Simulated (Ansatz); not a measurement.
**Two runs on Ru**

System: Ru (1 atom in the cell).
Method of run A: DFT, PBE, PAW with Ansatz's default frozen-core files, scalar-relativistic, no spin polarisation (Ansatz 0.2.0).

Its volume is 0.40 times that of the source entry. Text and figures count atoms from 1; the logs count them from 0 in places.

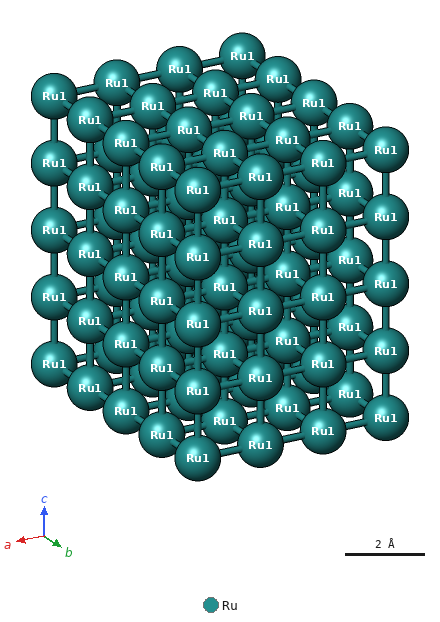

**Figure 1.** The input geometry (ball-and-stick view of the cell of the calculation, repeated 3 × 4 × 4, seen at an oblique angle; atoms are numbered from 1 in the order of the input). Near neighbours in the crystal (not all of them lie inside the picture): Ru has 6 Ru at 1.85 Å.

Input, run A:
```yaml
crystal:
  lattice:
    - [1.8509446025, 0.0, 0.0]
    - [0.0, 1.8509446025, 0.0]
    - [0.0, 0.0, 1.8509446025]
  atoms:
    - { symbol: Ru, position: [0.0, 0.0, 0.0] }
kpoints:
  mp_grid: { grid: [15, 15, 15] }
  band_path:
    path:
      - [0.0, 0.0, 0.0]
      - [0.0, 0.5, 0.0]
      - [0.5, 0.5, 0.0]
      - [0.0, 0.0, 0.0]
      - [0.5, 0.5, 0.5]
      - [0.0, 0.5, 0.0]
      - [0.5, 0.5, 0.5]
      - [0.5, 0.5, 0.0]
    npoints: 8
scf:
  occupations: { method: fermi_dirac, width: 0.1 }
hamiltonian:
  xc: pbe
  pseudopotentials: { kind: paw }
output:
  forces: true
  stress: true
  eigenvalues: true
  populations: true
  dos: { projected: true, de: 0.2, e_range: [-14, 8] }
```

Command:
```bash
ansatz run input.yaml --threads 1 --pin off --max-ram 2048MiB --backend cpu --events-out ev --progress --plain --runs-dir out
```

Hardware: 1 thread of Arm Neoverse V1, 24 GiB of memory available, shared host.

Output, shortened to warnings, some set-up lines, iterations and results (run A):
```
Basis set: ecut = 420 eV, 123 PW (Γ), exchange–correlation on 30×30×30 points (8 copies of the dense FFT grid, shifted against one another)
Symmetry: 48 space group operations
k-points: 120 of 3375
Initial density: superposition of atomic densities (neutral atoms: chi_scale 0, normalization atom), corrected by the library's trained network
[...]
SCF iter   1: F=—  HF=-5860.042625 eV  |F-HF|=—  |Δ(HF+E_count)|=         —  Δρ=4.13e-1  dr2=6.51e0  ethr=1.77e-3  ⟨swp⟩=6.0  Hψ=9699  notcnv=0
SCF iter   2: F=—  HF=-5857.198615 eV  |F-HF|=—  |Δ(HF+E_count)|=    2.84e0  Δρ=1.36e-1  dr2=3.76e-1  ethr=1.77e-3  ⟨swp⟩=3.2  Hψ=4307  notcnv=0  defer=12
SCF iter   3: F=—  HF=-5857.028198 eV  |F-HF|=—  |Δ(HF+E_count)|=   1.70e-1  Δρ=3.94e-2  dr2=2.41e-2  ethr=1.77e-3  ⟨swp⟩=2.5  Hψ=2716  notcnv=0  defer=12
SCF iter   4: F=—  HF=-5857.016045 eV  |F-HF|=—  |Δ(HF+E_count)|=   1.22e-2  Δρ=2.03e-3  dr2=5.87e-5  ethr=1.50e-4  ⟨swp⟩=2.2  Hψ=2555  notcnv=0  defer=12
SCF iter   5: F=—  HF=-5857.016133 eV  |F-HF|=—  |Δ(HF+E_count)|=   8.82e-5  Δρ=2.04e-4  dr2=1.32e-6  ethr=3.67e-7  ⟨swp⟩=2.1  Hψ=2429  notcnv=0  defer=12
SCF iter   6: F=-5857.016132 eV  HF=-5857.016132 eV  |F-HF|=9.09e-12  |Δ(HF+E_count)|=   4.37e-7  Δρ=1.29e-5  dr2=1.41e-9  ethr=6.25e-10  ⟨swp⟩=8.4  Hψ=8339  notcnv=0
SCF 1 converged in 6 iterations: F = -5857.016132 eV  dr2 = 1.41e-9
NSCF: frozen V_eff on 57 k-points
SCF converged after 6 iterations
Free energy (F): -5857.016132 eV
Harris-Foulkes:  -5857.016132 eV  (|F-HF|=9.09e-12)
Internal energy: -5857.004161 eV  (E = F + TS)
E sigma→0 (E₀):  -5857.010147 eV
Entropy (-TS):   -0.011972 eV (-11.972 meV/atom)
Fermi energy:    56.256345 eV
--- Per-component energies (eV) ---
  E_band       = 383.553276
  E_kinetic    = 590.406167
  E_local      = -555.223988  (includes V_loc(G=0)·N_el)
  E_nonlocal   = 380.511050
  E_hartree    = 236.416988
  E_xc         = -206.338070
  E_vxc        = -260.621154  (∫ρ·V_xc dr)
  E_paw        = -3477.419771  (= ΣΔE_a)
  E_vpaw       = -244.352153  (= ΣTr[D̂ρ^β])
  E_aug_tail   = -0.000255  (compensation charges beyond the density's cutoff)
  E_ewald      = -2825.356282
  E_smearing   = -0.011972  (= −TS)
  E_closure    = 0.000000  (closes the sum)
  Σ components = -5857.016132   (vs F -5857.016132, Δ=0.00e0)
--- Forces (eV/Å), atoms counted from 1 ---
  atom   1  Ru     0.00000000     0.00000000     0.00000000
  max |Σ_I F_I| component: 2.05e-31 eV/Å
--- Stress (GPa, compression-positive) ---
     1591.130484       0.000000       0.000000
       -0.000000    1591.130484       0.000000
       -0.000000       0.000000    1591.130484
  P = ⅓ Tr σ = 1591.1305 GPa (15911.305 kbar)
--- Löwdin populations: 1 site ---
  site symbol       q [e]
     0     Ru     15.8961
  spilling = 0.006496 (of n_electrons = 16.000000)
```

The input of run B differs as follows (lines with − go, lines with + come):
```diff
-  pseudopotentials: { kind: paw }
+  pseudopotentials: { kind: all_electron, lapw: { basis_error: 0.001 } }
```

How does run B compare with run A?

The total energies belong to different models, so their difference says nothing on which is more stable or more accurate. The pressure goes from 1591.13 to 1588.87 GPa. The SCF takes 5 iterations against 6. The plane waves at Γ go from 123 to 203. The two runs start from different initial densities, which also moves the count.

Output, shortened to warnings, some set-up lines, iterations and results (run B):
```
Basis set: ecut = 576.9999476223456 eV, 203 PW (Γ), exchange–correlation at level 2
Symmetry: 48 space group operations
k-points: 120 of 3375
Initial density: superposition of atomic densities (chi_scale 0.1, normalization cell)
[...]
SCF iter   1: F=—  HF=-123273.555408 eV  |F-HF|=—  |Δ(HF+E_count)|=         —  Δρ=3.42e-2  dr2=4.61e-2  ethr=1.36e-4  ⟨swp⟩=3.0  Hψ=17727  notcnv=0
SCF iter   2: F=—  HF=-123273.519974 eV  |F-HF|=—  |Δ(HF+E_count)|=   3.54e-2  Δρ=1.87e-2  dr2=1.34e-2  ethr=1.36e-4  ⟨swp⟩=2.0  Hψ=7631  notcnv=0  defer=1
SCF iter   3: F=—  HF=-123273.514463 eV  |F-HF|=—  |Δ(HF+E_count)|=   5.51e-3  Δρ=4.84e-3  dr2=7.28e-4  ethr=2.14e-6  ⟨swp⟩=2.0  Hψ=12553  notcnv=0
SCF iter   4: F=—  HF=-123273.514293 eV  |F-HF|=—  |Δ(HF+E_count)|=         —  Δρ=4.54e-4  dr2=2.87e-6  ethr=2.14e-6  ⟨swp⟩=2.0  Hψ=7348  notcnv=0
SCF iter   5: F=-123273.514295 eV  HF=-123273.514295 eV  |F-HF|=7.02e-8  |Δ(HF+E_count)|=   2.22e-6  Δρ=6.76e-5  dr2=8.08e-8  ethr=8.44e-9  ⟨swp⟩=2.2  Hψ=7375  notcnv=0
SCF 1 converged in 5 iterations: F = -123273.514295 eV  dr2 = 8.08e-8
NSCF: frozen V_eff on 57 k-points
SCF converged after 5 iterations
Free energy (F): -123273.514295 eV
Harris-Foulkes:  -123273.514295 eV  (|F-HF|=7.02e-8)
Internal energy: -123273.502319 eV  (E = F + TS)
E sigma→0 (E₀):  -123273.508307 eV
Entropy (-TS):   -0.011976 eV (-11.976 meV/atom)
Fermi energy:    61.077299 eV
--- Per-component energies (eV) ---
  E_band       = -4920.306788
  E_kinetic    = 128377.044239
  E_xc         = -3669.235465
  E_electrostatic = -247981.311093  (all electrons and nuclei)
  E_smearing   = -0.011976  (= −TS)
  E_closure    = 0.000000  (closes the sum)
  E_atoms      = -123285.943890  (free atoms, spherical and without spin; not in F)
  Σ components = -123273.514295   (vs F -123273.514295, Δ=0.00e0)
  Basis errors (estimates in eV, not in F): energy 3.8e-4 per atom: plane waves 3.6e-4 (2.0e-4 summed), levels above the bands 2.9e-100, relativity 7.8e-8, radial functions 1.6e-5, core shells 3.8e-13; eigenvalues (radial functions only) 3.4e-6; not estimated: angular momenta, meshes, grids; target …
--- Forces (eV/Å), atoms counted from 1 ---
  atom   1  Ru    -0.00000000    -0.00000000     0.00000000
  max |Σ_I F_I| component: 2.47e-32 eV/Å
--- Stress (GPa, compression-positive) ---
     1588.869387       0.000000      -0.000000
        0.000000    1588.869387       0.000000
       -0.000000       0.000000    1588.869387
  P = ⅓ Tr σ = 1588.8694 GPa (15888.694 kbar)
--- Löwdin populations: 1 site ---
  site symbol       q [e]
     0     Ru     43.8897
  spilling = 0.002508 (of n_electrons = 44.000000)
```

The two runs side by side:

```csv
quantity,run A,run B
outcome,converged,converged
free energy per atom (eV),−5857.0161,−123273.5143
"energy per atom, smearing taken to zero (eV)",−5857.0101,−123273.5083
pressure (GPa),1591.13,1588.87
largest force (eV/Å),0.000,0.000
SCF iterations,6,5
irreducible k-points,120,120
plane waves at Γ,123,203
wall time (shared host),1.8 s,15 s
```

For run A: The cell is under a pressure of 1591 GPa at this level, so it is not at its equilibrium volume. For run B: The cell is under a pressure of 1589 GPa at this level, so it is not at its equilibrium volume.
